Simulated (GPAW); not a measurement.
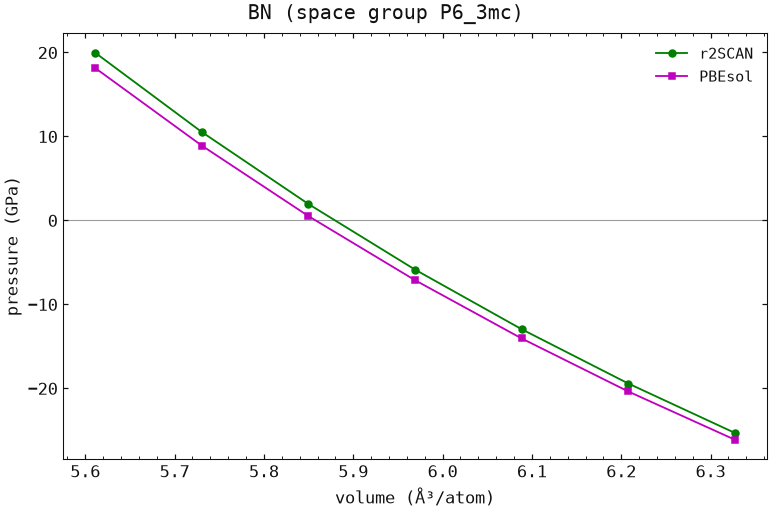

The plot gives the computed pressure against volume, with one curve for each functional, for BN (space group P6_3mc).

Computed with GPAW 26.7.0: PAW DFT in plane waves, on a grid or in atomic orbitals, no spin polarisation; energies at scaled volumes of the given cell, shape and fractions fixed, counted from the fit's minimum, third-order Birch-Murnaghan fit. All runs: no spin polarisation.

occupations Fermi–Dirac; smearing width 0.05 eV; wave cutoff 800 eV.

Settings that differ: r2SCAN: k mesh 10×10×5, potentials GPAW-PAW-data-sets-(gpaw-data-1.2.1); PBEsol: k mesh 12×12×6, potentials PAW-data-sets-made-by gpaw-setup-for-the-functional.

Order the curves by fitted equilibrium volume, smallest first.

Answer. PBEsol 5.879, r2SCAN 5.898 Å³/atom.

For r2SCAN: what does the pressure do across the range?

Answer. It falls from 19.98 GPa at volume 5.6110 Å³/atom to −25.32 GPa at 6.3273 Å³/atom, and changes sign near 5.88 Å³/atom.

Note: the fit and the printed pressures don't fully agree, or the minimum lies near the end of the range (r2SCAN); shape and atomic fractions are frozen while scaling, which makes layered, chain and framework solids too stiff.

The computed values:

r2SCAN:
```json
{"volume (Å³/atom)": "5.6110", "pressure (GPa)": "19.98"}
{"volume (Å³/atom)": "5.7303", "pressure (GPa)": "10.54"}
{"volume (Å³/atom)": "5.8497", "pressure (GPa)": "1.96"}
{"volume (Å³/atom)": "5.9691", "pressure (GPa)": "-5.86"}
{"volume (Å³/atom)": "6.0885", "pressure (GPa)": "-12.96"}
{"volume (Å³/atom)": "6.2079", "pressure (GPa)": "-19.43"}
{"volume (Å³/atom)": "6.3273", "pressure (GPa)": "-25.32"}
```

PBEsol:
```json
{"volume (Å³/atom)": "5.6110", "pressure (GPa)": "18.16"}
{"volume (Å³/atom)": "5.7303", "pressure (GPa)": "8.92"}
{"volume (Å³/atom)": "5.8497", "pressure (GPa)": "0.52"}
{"volume (Å³/atom)": "5.9691", "pressure (GPa)": "-7.12"}
{"volume (Å³/atom)": "6.0885", "pressure (GPa)": "-14.06"}
{"volume (Å³/atom)": "6.2079", "pressure (GPa)": "-20.38"}
{"volume (Å³/atom)": "6.3273", "pressure (GPa)": "-26.13"}
```
